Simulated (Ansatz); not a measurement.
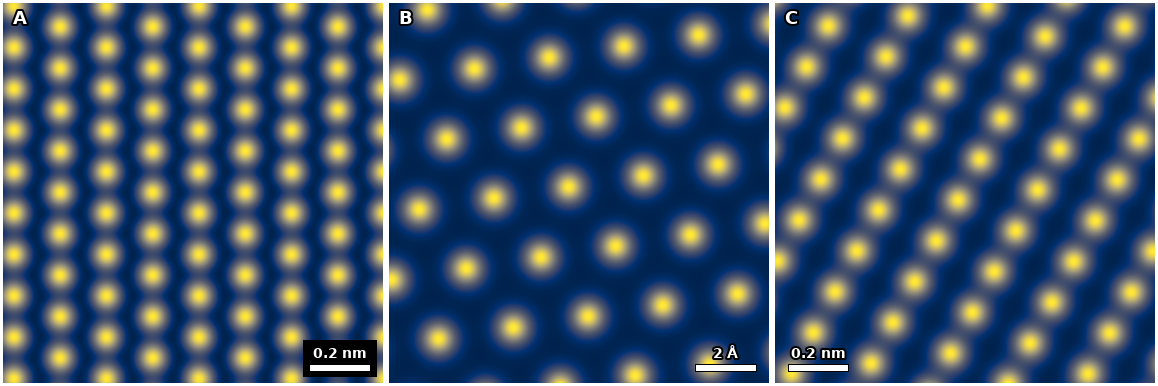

Three views of Ir (Im-3m, No. 229) along different zone axes. Simulated as the projected potential of neutral atoms (B = 0.5 Å²) blurred by a 0.67 Å probe, the thin-sample limit of integrated differential phase contrast. Structure used: the input geometry of an electronic-structure calculation (not necessarily at equilibrium); the starting structure was generated, so it need not be a known form of this composition.

```cif
data_structure
_symmetry_space_group_name_H-M 'Im-3m'
_symmetry_Int_Tables_number 229
_cell_length_a 3.1666
_cell_length_b 3.1666
_cell_length_c 3.1666
_cell_angle_alpha 90.000
_cell_angle_beta 90.000
_cell_angle_gamma 90.000
_cell_volume 31.75
loop_
_atom_site_label
_atom_site_type_symbol
_atom_site_symmetry_multiplicity
_atom_site_Wyckoff_symbol
_atom_site_fract_x
_atom_site_fract_y
_atom_site_fract_z
_atom_site_occupancy
Ir1 Ir 2 a 0.00000 0.00000 0.00000 1
```

**Match the panels to the zone axes [110], [111] and [210].**

A is [210]: projected cell 1.42 × 1.73 Å, 114°, plane group c2mm. B is [111]: projected cell 2.59 × 2.59 Å, 120°, plane group p6mm. C is [110]: projected cell 1.58 × 2.24 Å, 90°, plane group p2mm.
